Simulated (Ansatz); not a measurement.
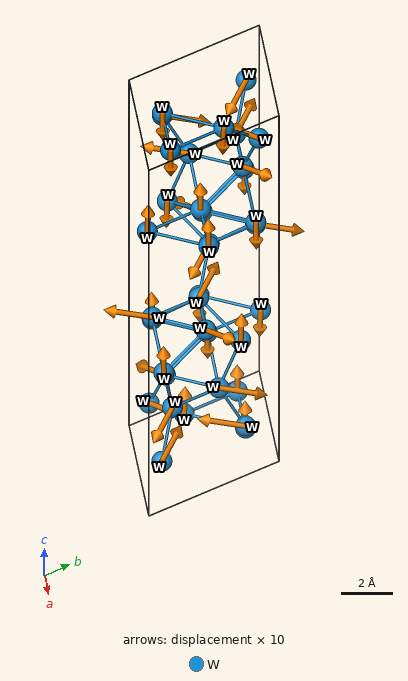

A relaxation of crystalline W (built on the alpha-boron_166 type) (coarse preliminary run). The starting structure is drawn; orange arrows show the displacements (the part carried along by the change of the cell is left out), magnified 10 times.

Style: ball-and-stick. Shown: the conventional cell (3 times the calculation's cell), from a free direction. Lengths and directions refer to the drawn axes.

Case: alpha-boron type (R-3m, No. 166).

Method: DFT r2SCAN, scalar-relativistic, plane waves, PAW (Ansatz).

Input file:
```yaml
crystal:
  lattice:
    - [3.253668257, 1.8785062441, 5.5488128798]
    - [-3.253668257, 1.8785062441, 5.5488128798]
    - [0.0, -3.757012488, 5.5488128798]
  atoms:
    - { symbol: W, position: [0.01019, 0.65361, 0.01019] }
    - { symbol: W, position: [0.01019, 0.01019, 0.65361] }
    - { symbol: W, position: [0.65361, 0.01019, 0.01019] }
    - { symbol: W, position: [0.98981, 0.34639, 0.98981] }
    - { symbol: W, position: [0.34639, 0.98981, 0.98981] }
    - { symbol: W, position: [0.98981, 0.98981, 0.34639] }
    - { symbol: W, position: [0.22118, 0.6306, 0.22118] }
    - { symbol: W, position: [0.22118, 0.22118, 0.6306] }
    - { symbol: W, position: [0.6306, 0.22118, 0.22118] }
    - { symbol: W, position: [0.77882, 0.3694, 0.77882] }
    - { symbol: W, position: [0.3694, 0.77882, 0.77882] }
    - { symbol: W, position: [0.77882, 0.77882, 0.3694] }
basis:
  ecutwfc: 500
kpoints:
  mp_grid: { grid: [3, 3, 3] }
hamiltonian:
  xc: r2scan
scf:
  occupations: { method: gaussian, width: 0.1 }
  lower_state_search: "off"
output:
  forces: true
  stress: true
  eigenvalues: true
relax:
  adjacent_minimum: "off"
  f_tol: 0.04
  max_steps: 70
  cell: { stress_tol: 0.4 }
```

> What happened in the run?

The energy falls by 1777 meV per atom in 13 accepted moves (15 points after the start). Largest force component: 8.7 eV/Å at the start, 0.021 eV/Å at the end. Pressure: 94.20 GPa at the start and 0.05 GPa at the end. The SCF was repeated twice at an unchanged geometry on a basis and grid sized afresh for the cell, which shifted the energy by 11.1 meV per atom at most. The largest moves relative to the cell, 0.20 Å, are those of W1, W2, W3, W4, W5 and W6. W2 goes roughly along [1 2 0]. Cell: a = b 6.507 → 6.282 Å (−3.5 %), c 16.646 → 22.687 Å (+36.3 %). Volume +27.0 %. Some distances before and after: W1–W7 2.382 → 3.267 Å, W1–W4 2.211 → 2.608 Å, W1–W2 2.320 → 2.583 Å, W1–W11 2.391 → 2.645 Å. Bonds break: W1–W7 (2.38 → 3.27 Å), W2–W8 (2.38 → 3.27 Å), W3–W9 (2.38 → 3.27 Å), W4–W10 (2.38 → 3.27 Å). Bond angles that change, for instance: W4–W8–W10 60.1° → 78.0°, W11–W1–W12 107.0° → 89.3°, W10–W8–W11 108.9° → 93.9°. The space group stays R-3m (No. 166).
